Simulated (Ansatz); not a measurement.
# Geometry relaxation, with input and output: Mg₈O₉ (part 1 of 3)

Mg₈O₉ (defect cell, 17 atoms in the cell), computed with DFT PBEsol, scalar-relativistic, plane waves, PAW, PAW set soft_1, spin-polarised (Ansatz 0.2.0).

The structure derives from an entry of the Crystallography Open Database. It belongs to a series of runs on one base structure; here: end point A relaxed.

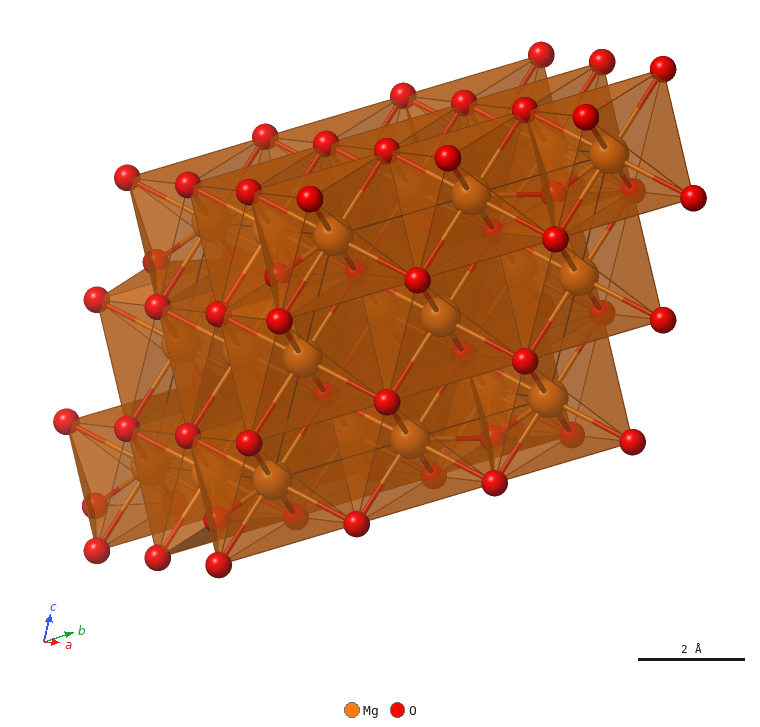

Figure 1. The structure as given in the input (polyhedral view of the cell of the calculation, seen at an oblique angle; polyhedra are completed across the faces of the cell). An atom can appear more than once, as a periodic image.

## Input file
```yaml
crystal:
  lattice:
    - [0.0, 3.89, 3.89]
    - [3.89, 0.0, 3.89]
    - [3.89, 3.89, 0.0]
  atoms:
    - { symbol: Mg, position: [0.0, 0.0, 0.0] }
    - { symbol: O, position: [0.25, 0.25, 0.25] }
    - { symbol: Mg, position: [0.0, 0.0, 0.5] }
    - { symbol: O, position: [0.25, 0.25, 0.75] }
    - { symbol: Mg, position: [0.0, 0.5, 0.0] }
    - { symbol: O, position: [0.25, 0.75, 0.25] }
    - { symbol: Mg, position: [0.0, 0.5, 0.5] }
    - { symbol: O, position: [0.25, 0.75, 0.75] }
    - { symbol: Mg, position: [0.5, 0.0, 0.0] }
    - { symbol: O, position: [0.75, 0.25, 0.25] }
    - { symbol: Mg, position: [0.5, 0.0, 0.5] }
    - { symbol: O, position: [0.75, 0.25, 0.75] }
    - { symbol: Mg, position: [0.5, 0.5, 0.0] }
    - { symbol: O, position: [0.75, 0.75, 0.25] }
    - { symbol: Mg, position: [0.5, 0.5, 0.5] }
    - { symbol: O, position: [0.75, 0.75, 0.75] }
    - { symbol: O, position: [0.887689, 0.8766642, 0.8702846], spin: 1.0 }
magnetization:
  spin_polarized: true
basis:
  ecutwfc: 420.0
kpoints:
  mp_grid: { grid: [2, 2, 2] }
hamiltonian:
  xc: pbesol
  pseudopotentials: { kind: paw, azcp: { folder: soft_1 } }
scf:
  occupations: { method: gaussian, width: 0.05 }
  lower_state_search: "off"
relax:
  f_tol: 0.03
  max_steps: 60
  adjacent_minimum: "off"
output:
  write_density: true
  write_potential: true
  elf: true
  volumetric_format: npy
```

Command:
```bash
ansatz run input.yaml --threads 2 --pin off --max-ram 5120MiB --backend cpu --events-out ev --progress --plain --runs-dir out
```

## The program's output
```
Warning: [file] the record states the generating functional pbe (its physics header spells it `PBE`), which answers neither for hamiltonian.xc's functional nor for the pbesol family's — results may be inconsistent (PPs are generated against a specific XC)
Warning: [file] the record states the generating functional pbe (its physics header spells it `PBE`), which answers neither for hamiltonian.xc's functional nor for the pbesol family's — results may be inconsistent (PPs are generated against a specific XC)
Engine: ansatz 0.2.0, aarch64-unknown-linux-gnu
Pseudopotentials: kind: paw
Pseudopotential: Mg, paw, valence charge 10, recommended cutoff 420 eV (normal), [file]
Pseudopotential: O, paw, valence charge 6, recommended cutoff 420 eV (normal), [file]
Functional definition: PBEsol
  exchange = pbesol_x
  correlation = pbesol_c
Crystal: 17 atoms, lattice volume = 117.728 Å³
Basis set: ecut = 420 eV, 2277 PW (Γ), exchange–correlation on 80×80×80 points (8 copies of the dense FFT grid, shifted against one another)
Bands: 85, of which v1, the nominal top of the filled ones, is band 67 counted from 1 (66 counted from 0)
Symmetry: 1 space group operations
Space group: P1 (ITA 1), of the structure as read, at distance tolerance 4.9e-5 Å
Magnetic group: BNS 1.1 (UNI 1), of the structure as read, at distance tolerance 4.9e-5 Å
k-points: 8
Non-local potential: Mg, projectors of the file, l = 0: 3, l = 1: 2, l = 2: 1
Non-local potential: O, projectors of the file, l = 0: 2, l = 1: 2, l = 2: 1
PAW form: soft (Blöchl's): semilocal exchange-correlation on the pseudo side does not see the compensation charge
PAW frozen core: Mg, regenerated for the run's functional, and the local potential with it (the file was generated under x = pbe(κ = 0.804, μ = 0.2195149727645171), c = pbe(β = 0.06672455060314922))
PAW frozen core: O, regenerated for the run's functional, and the local potential with it (the file was generated under x = pbe(κ = 0.804, μ = 0.2195149727645171), c = pbe(β = 0.06672455060314922))
PAW one-centre angular grid: Mg, 110 points (default); XC on 64 Gauss nodes
PAW one-centre angular grid: O, 110 points (default); XC on 64 Gauss nodes
Initial density: superposition of atomic densities (chi_scale 0.1, normalization cell, long waves kept (reshape's long-wave potential 0.06 eV rms))
Starting moments: Σ|m| = 1 μB on 1 of 17 sites
Initial wavefunctions: pseudopotential atomic-orbital guess
Functional: x = pbesol(κ = 0.804, μ = 0.12345679012345678), c = pbesol(β = 0.046)
SCF iter   1: F=—  HF=-20344.581991 eV  |F-HF|=—  |Δ(HF+E_count)|=         —  Δρ=5.12e-2 (↑4.69e-2 ↓5.12e-2)  dr2=6.18e0  dr2_m=1.92e-1  M=0.924 μB ∫|m|=0.933 μB  β_m=0.30  ethr=3.10e-3  ⟨swp⟩=5.9  Hψ=5740  notcnv=0  defer=6
preconditioner: auto → Kerker (q_TF=auto, 2.788 Å⁻¹)  [metal: Δε(μ)=0.015 eV  Ē_g=18.298 eV  σ=0.050 eV  W_gap=0.16  n_scr=50 (ndim 8)  ℏωp=28.6 eV  f_vac=0.000  D(μ)=6.88/eV (n_scr^D=64)]
spin=Collinear: Kerker preconditioning applied to the charge; magnetization (m = ρ↑ − ρ↓) channel mixes plain (no charge-response kernel on spin).
SCF iter   2: F=—  HF=-20344.126962 eV  |F-HF|=—  |Δ(HF+E_count)|=   4.55e-1  Δρ=3.36e-2 (↑3.36e-2 ↓3.33e-2)  dr2=3.01e0  dr2_m=1.10e-1  M=1.237 μB ∫|m|=1.246 μB  β_m=0.30  ethr=3.10e-3  ⟨swp⟩=2.0  Hψ=1689  notcnv=0  defer=162
SCF iter   3: F=—  HF=-20343.962644 eV  |F-HF|=—  |Δ(HF+E_count)|=   1.64e-1  Δρ=1.88e-2 (↑1.88e-2 ↓1.63e-2)  dr2=5.26e-1  dr2_m=1.72e-1  M=1.661 μB ∫|m|=1.673 μB  β_m=1.00  ethr=2.24e-3  ⟨swp⟩=2.1  Hψ=2272  notcnv=0  defer=162
SCF iter   4: F=—  HF=-20344.019087 eV  |F-HF|=—  |Δ(HF+E_count)|=   5.64e-2  Δρ=1.10e-2 (↑1.10e-2 ↓1.01e-2)  dr2=1.07e-1  dr2_m=7.56e-2  M=1.995 μB ∫|m|=2.014 μB  β_m=1.00  ethr=3.92e-4  ⟨swp⟩=2.4  Hψ=2383  notcnv=0  defer=172
SCF iter   5: F=—  HF=-20344.024374 eV  |F-HF|=—  |Δ(HF+E_count)|=   5.29e-3  Δρ=4.07e-3 (↑3.59e-3 ↓4.07e-3)  dr2=4.08e-2  dr2_m=3.65e-3  M=2.000 μB ∫|m|=2.031 μB  β_m=1.00  ethr=7.95e-5  ⟨swp⟩=2.0  Hψ=1864  notcnv=0  defer=172
SCF iter   6: F=—  HF=-20344.046926 eV  |F-HF|=—  |Δ(HF+E_count)|=   2.26e-2  Δρ=1.56e-3 (↑1.36e-3 ↓1.56e-3)  dr2=9.00e-3  dr2_m=2.75e-4  M=2.000 μB ∫|m|=2.036 μB  β_m=0.30  ethr=3.05e-5  ⟨swp⟩=2.0  Hψ=1791  notcnv=0  defer=172
Mixer restart at iter 6: flushing history
spin-set hold released at iteration 6 (site moments contracting): the magnetisation degrees of freedom join the quasi-Newton model from the next iteration; the mixer history was flushed
SCF iter   7: F=—  HF=-20344.065279 eV  |F-HF|=—  |Δ(HF+E_count)|=   1.84e-2  Δρ=1.27e-3 (↑1.12e-3 ↓1.27e-3)  dr2=6.53e-3  dr2_m=2.61e-4  M=2.000 μB ∫|m|=2.039 μB  β_m=0.65  ethr=6.72e-6  ⟨swp⟩=2.0  Hψ=1597  notcnv=0  defer=172
SCF iter   8: F=—  HF=-20344.083787 eV  |F-HF|=—  |Δ(HF+E_count)|=   1.85e-2  Δρ=3.83e-4 (↑3.73e-4 ↓3.83e-4)  dr2=1.37e-3  dr2_m=5.86e-5  M=2.000 μB ∫|m|=2.047 μB  β_m=0.82  ethr=4.87e-6  ⟨swp⟩=2.0  Hψ=1772  notcnv=0  defer=172
SCF iter   9: F=—  HF=-20344.083417 eV  |F-HF|=—  |Δ(HF+E_count)|=   3.70e-4  Δρ=2.32e-4 (↑1.97e-4 ↓2.32e-4)  dr2=3.75e-4  dr2_m=4.24e-6  M=2.000 μB ∫|m|=2.048 μB  β_m=0.90  ethr=1.02e-6  ⟨swp⟩=2.2  Hψ=1586  notcnv=0  defer=172
SCF iter  10: F=—  HF=-20344.083282 eV  |F-HF|=—  |Δ(HF+E_count)|=   1.34e-4  Δρ=1.13e-4 (↑9.90e-5 ↓1.13e-4)  dr2=7.05e-5  dr2_m=3.17e-6  M=2.000 μB ∫|m|=2.048 μB  β_m=0.95  ethr=2.80e-7  ⟨swp⟩=2.0  Hψ=1680  notcnv=0  defer=172
SCF iter  11: F=-20344.083249 eV  HF=-20344.083261 eV  |F-HF|=1.12e-5  |Δ(HF+E_count)|=   2.18e-5  Δρ=6.21e-5 (↑4.00e-5 ↓6.21e-5)  dr2=1.37e-5  dr2_m=6.19e-7  M=2.000 μB ∫|m|=2.048 μB  ethr=1.68e-8  ⟨swp⟩=9.8  Hψ=10759  notcnv=0
SCF 1 converged in 11 iterations: F = -20344.083249 eV  dr2 = 1.37e-5
  greatest PAW one-centre occupation: 1.001 electrons in one spin orbital (limit 2), on the Mg atom at site 0 (counted from 0), in its partial waves of l = 1
relax step   1: F+E_penalty+E_count = -20344.08324937 eV  Δ(F+E_penalty+E_count) = +0.000e0 eV  max|allowed force component| = 6.159e0 eV/Å  Δτ_max = 0.0000 Å  (11 SCF iters, dr2 threshold 2.25e-5 eV, accepted)
Initial density: handed on by an earlier stage of this run
Starting moments: Σ|m| = 1 μB on 1 of 17 sites; this step starts from the density that it was given
Initial wavefunctions: those handed on with the density
iter 1 solved again at ethr=5.60e-5 eV; its pass at ethr=3.10e-3 eV (dr2=7.51e-2 eV) is discarded
SCF iter   1: F=—  HF=-20347.365285 eV  |F-HF|=—  |Δ(HF+E_count)|=         —  Δρ=9.83e-3 (↑9.83e-3 ↓9.42e-3)  dr2=7.56e-2  dr2_m=4.78e-2  M=2.000 μB ∫|m|=2.057 μB  β_m=0.30  ethr=5.60e-5  ⟨swp⟩=1.3  Hψ=4905  notcnv=0  defer=173
preconditioner: auto → Kerker (q_TF=auto, 2.788 Å⁻¹)  [metal: Δε(μ)=0.004 eV  Ē_g=18.338 eV  σ=0.050 eV  W_gap=0.04  n_scr=50 (ndim 8)  ℏωp=28.6 eV  f_vac=0.000  D(μ)=2.88/eV (n_scr^D=14)]
spin=Collinear: Kerker preconditioning applied to the charge; magnetization (m = ρ↑ − ρ↓) channel mixes plain (no charge-response kernel on spin).
SCF iter   2: F=—  HF=-20347.368965 eV  |F-HF|=—  |Δ(HF+E_count)|=   3.68e-3  Δρ=7.02e-3 (↑7.02e-3 ↓6.72e-3)  dr2=3.71e-2  dr2_m=2.56e-2  M=2.000 μB ∫|m|=2.059 μB  β_m=0.65  ethr=5.60e-5  ⟨swp⟩=1.5  Hψ=1213  notcnv=0  defer=173
SCF iter   3: F=—  HF=-20347.376128 eV  |F-HF|=—  |Δ(HF+E_count)|=   7.16e-3  Δρ=8.00e-4 (↑8.00e-4 ↓6.72e-4)  dr2=1.55e-3  dr2_m=1.79e-4  M=2.000 μB ∫|m|=2.065 μB  β_m=0.70  ethr=2.77e-5  ⟨swp⟩=2.0  Hψ=1854  notcnv=0  defer=173
SCF iter   4: F=—  HF=-20347.376049 eV  |F-HF|=—  |Δ(HF+E_count)|=   7.93e-5  Δρ=2.72e-4 (↑2.42e-4 ↓2.72e-4)  dr2=4.19e-4  dr2_m=6.63e-6  M=2.000 μB ∫|m|=2.066 μB  β_m=0.85  ethr=1.16e-6  ⟨swp⟩=2.1  Hψ=1533  notcnv=0  defer=174
SCF iter   5: F=—  HF=-20347.375964 eV  |F-HF|=—  |Δ(HF+E_count)|=   8.44e-5  Δρ=1.17e-4 (↑1.03e-4 ↓1.17e-4)  dr2=9.22e-5  dr2_m=1.66e-6  M=2.000 μB ∫|m|=2.066 μB  β_m=0.88  ethr=7.46e-8  ⟨swp⟩=8.9  Hψ=10250  notcnv=0
SCF iter   6: F=-20347.375922 eV  HF=-20347.375939 eV  |F-HF|=1.68e-5  |Δ(HF+E_count)|=   2.54e-5  Δρ=6.65e-5 (↑4.29e-5 ↓6.65e-5)  dr2=2.18e-5  dr2_m=7.01e-7  M=2.000 μB ∫|m|=2.066 μB  ethr=6.88e-8  ⟨swp⟩=10.0  Hψ=10847  notcnv=0
SCF 2 converged in 6 iterations: F = -20347.375922 eV  dr2 = 2.18e-5
relax step   2: F+E_penalty+E_count = -20347.37592220 eV  Δ(F+E_penalty+E_count) = -3.293e0 eV  max|allowed force component| = 3.142e0 eV/Å  Δτ_max = 0.1053 Å  (6 SCF iters, dr2 threshold 1.00e-4 eV, accepted)
[...]
preconditioner: auto → Kerker (q_TF=auto, 2.788 Å⁻¹)  [metal: Δε(μ)=0.019 eV  Ē_g=18.253 eV  σ=0.050 eV  W_gap=0.21  n_scr=50 (ndim 8)  ℏωp=28.6 eV  f_vac=0.000  D(μ)=2.76/eV (n_scr^D=14)]
spin=Collinear: Kerker preconditioning applied to the charge; magnetization (m = ρ↑ − ρ↓) channel mixes plain (no charge-response kernel on spin).
relax step   3: F+E_penalty+E_count = -20348.66808770 eV  Δ(F+E_penalty+E_count) = -1.292e0 eV  max|allowed force component| = 1.976e0 eV/Å  Δτ_max = 0.1196 Å  (8 SCF iters, dr2 threshold 1.00e-4 eV, accepted)
preconditioner: auto → Resta (q_TF=auto, 2.788 Å⁻¹)  ε∞=3.5  [insulator: Δε(μ)=0.200 eV  Ē_g=18.264 eV  σ=0.050 eV  W_gap=1.00  n_scr=50 (ndim 8)  ℏωp=28.6 eV  f_vac=0.000  D(μ)=0.05/eV (n_scr^D=0)  ε∞_Penn≈3.5]
spin=Collinear: Resta preconditioning applied to the charge; magnetization (m = ρ↑ − ρ↓) channel mixes plain (no charge-response kernel on spin).
WARN: the starting moments were not kept: the SCF closed with an absolute magnetisation of 3.4e-4 μB, where they sum to 1 μB in size (1 site). That is at most 0.1 of that sum. Measured as dr2_m measures the in/out step, that magnetisation stands 4.9e-8 eV from none, at or under the dr2_threshold of 1.0e-4 eV: it is no larger than a step whose dr2_m would equal this threshold. The system may hold no moment; this SCF shows only that its start led to no more than that. This SCF took its magnetisation from the state that an earlier stage of the run handed on, and the starting moments (crystal.atoms[].spin, magnetization.per_species, magnetization.initial_magnetization, or on a non-collinear deck that types none of these the spinor_matrix: blocks that start its atoms; where the total moment is fixed, keep their sum and leave initial_magnetization as it is) reach it only through that state. Under a hybrid functional, moments that its semilocal warm-up loses can be held through it (magnetization.spin_locking: {lock_spins: true, release_at_the_exchange_loop: true}, refused in a deck that types no crystal.atoms[].spin or magnetization.per_species, and beside md: or magnetic_configurations:, beside output.atomic_orbital_hamiltonian at one k-point under exchange of full range, and beside output.current_voltage). To try another start, change the starting moments or, where the run itself opened from a saved state (the deck's checkpoint.read, a session's seed or a resume), run it without that state.
relax step   4: F+E_penalty+E_count = -20349.44616278 eV  Δ(F+E_penalty+E_count) = -7.781e-1 eV  max|allowed force component| = 2.354e0 eV/Å  Δτ_max = 0.2000 Å  (13 SCF iters, dr2 threshold 1.00e-4 eV, accepted)
preconditioner: auto → Resta (q_TF=auto, 2.788 Å⁻¹)  ε∞=3.5  [insulator: Δε(μ)=0.843 eV  Ē_g=18.292 eV  σ=0.050 eV  W_gap=1.00  n_scr=50 (ndim 8)  ℏωp=28.6 eV  f_vac=0.000  D(μ)=0.00/eV (n_scr^D=0)  ε∞_Penn≈3.5]
spin=Collinear: Resta preconditioning applied to the charge; magnetization (m = ρ↑ − ρ↓) channel mixes plain (no charge-response kernel on spin).
the starting moments were not kept: the SCF closed with an absolute magnetisation of 1.0e-4 μB, where they sum to 1 μB in size (1 site). That is at most 0.1 of that sum. Measured as dr2_m measures the in/out step, that magnetisation stands 4.9e-9 eV from none, at or under the dr2_threshold of 1.0e-4 eV: it is no larger than a step whose dr2_m would equal this threshold.
  greatest PAW one-centre occupation: 1.002 electrons in one spin orbital (limit 2), on the Mg atom at site 0 (counted from 0), in its partial waves of l = 1
relax step   5: F+E_penalty+E_count = -20349.64915479 eV  Δ(F+E_penalty+E_count) = -2.030e-1 eV  max|allowed force component| = 2.693e0 eV/Å  Δτ_max = 0.2000 Å  (8 SCF iters, dr2 threshold 1.00e-4 eV, accepted)
preconditioner: auto → Resta (q_TF=auto, 2.788 Å⁻¹)  ε∞=3.4  [insulator: Δε(μ)=0.784 eV  Ē_g=18.336 eV  σ=0.050 eV  W_gap=1.00  n_scr=50 (ndim 8)  ℏωp=28.6 eV  f_vac=0.000  D(μ)=0.00/eV (n_scr^D=0)  ε∞_Penn≈3.4]
spin=Collinear: Resta preconditioning applied to the charge; magnetization (m = ρ↑ − ρ↓) channel mixes plain (no charge-response kernel on spin).
the starting moments were not kept: the SCF closed with an absolute magnetisation of 2.8e-4 μB, where they sum to 1 μB in size (1 site). That is at most 0.1 of that sum. Measured as dr2_m measures the in/out step, that magnetisation stands 4.0e-8 eV from none, at or under the dr2_threshold of 1.0e-4 eV: it is no larger than a step whose dr2_m would equal this threshold.
relax step   6: F+E_penalty+E_count = -20349.92887624 eV  Δ(F+E_penalty+E_count) = -2.797e-1 eV  max|allowed force component| = 2.667e0 eV/Å  Δτ_max = 0.0943 Å  (6 SCF iters, dr2 threshold 1.00e-4 eV, accepted)
preconditioner: auto → Resta (q_TF=auto, 2.788 Å⁻¹)  ε∞=3.4  [insulator: Δε(μ)=2.816 eV  Ē_g=18.491 eV  σ=0.050 eV  W_gap=1.00  n_scr=50 (ndim 8)  ℏωp=28.6 eV  f_vac=0.000  D(μ)=0.00/eV (n_scr^D=0)  ε∞_Penn≈3.4]
spin=Collinear: Resta preconditioning applied to the charge; magnetization (m = ρ↑ − ρ↓) channel mixes plain (no charge-response kernel on spin).
the starting moments were not kept: the SCF closed with an absolute magnetisation of 2.4e-4 μB, where they sum to 1 μB in size (1 site). That is at most 0.1 of that sum. Measured as dr2_m measures the in/out step, that magnetisation stands 3.5e-8 eV from none, at or under the dr2_threshold of 1.0e-4 eV: it is no larger than a step whose dr2_m would equal this threshold.
relax step   7: F+E_penalty+E_count = -20350.82575015 eV  Δ(F+E_penalty+E_count) = -8.969e-1 eV  max|allowed force component| = 1.813e0 eV/Å  Δτ_max = 0.2000 Å  (7 SCF iters, dr2 threshold 1.00e-4 eV, accepted)
preconditioner: auto → Resta (q_TF=auto, 2.788 Å⁻¹)  ε∞=3.4  [insulator: Δε(μ)=4.274 eV  Ē_g=18.583 eV  σ=0.050 eV  W_gap=1.00  n_scr=50 (ndim 8)  ℏωp=28.6 eV  f_vac=0.000  D(μ)=0.00/eV (n_scr^D=0)  ε∞_Penn≈3.4]
spin=Collinear: Resta preconditioning applied to the charge; magnetization (m = ρ↑ − ρ↓) channel mixes plain (no charge-response kernel on spin).
the starting moments were not kept: the SCF closed with an absolute magnetisation of 1.0e-4 μB, where they sum to 1 μB in size (1 site). That is at most 0.1 of that sum. Measured as dr2_m measures the in/out step, that magnetisation stands 4.7e-9 eV from none, at or under the dr2_threshold of 1.0e-4 eV: it is no larger than a step whose dr2_m would equal this threshold.
  greatest PAW one-centre occupation: 1.001 electrons in one spin orbital (limit 2), on the Mg atom at site 2 (counted from 0), in its partial waves of l = 1
```
